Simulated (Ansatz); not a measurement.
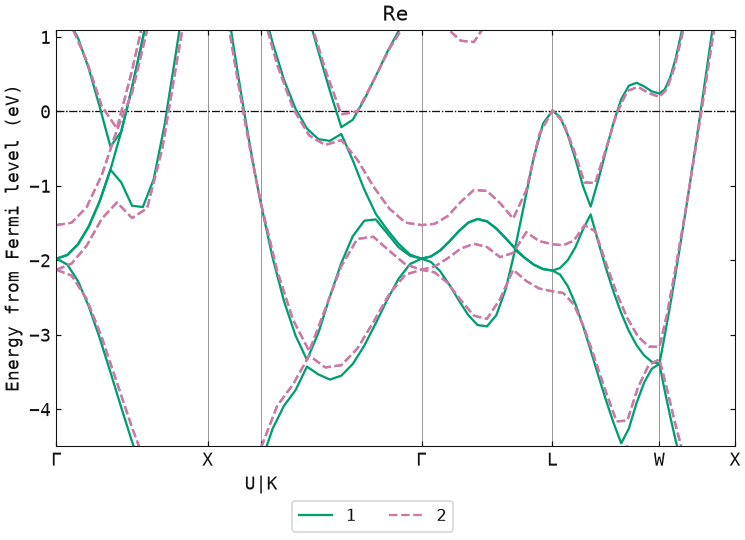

Band structures of Re, space group Fm-3m (No. 225), 1 atom in the cell, by two methods on the same cell. Each is counted from its own Fermi level.

**Which curve is which? The methods: r2SCAN, PBE+SOC.**

1 is r2SCAN; 2 is PBE+SOC. r2SCAN gives a metal and PBE+SOC gives a metal. Spin-orbit coupling splits levels that are degenerate without it.

Settings. r2SCAN: DFT r2SCAN, scalar-relativistic, plane waves, PAW, no spin polarisation, 28×28×28 k mesh, 500 eV cutoff (Ansatz 0.2.0). PBE+SOC: DFT PBE, spin-orbit coupling, plane waves, PAW, 28×28×28 k mesh, 420 eV cutoff, Gaussian smearing of 0.1 eV (Ansatz).

The structure is an invented one, so it need not be a known or stable phase.
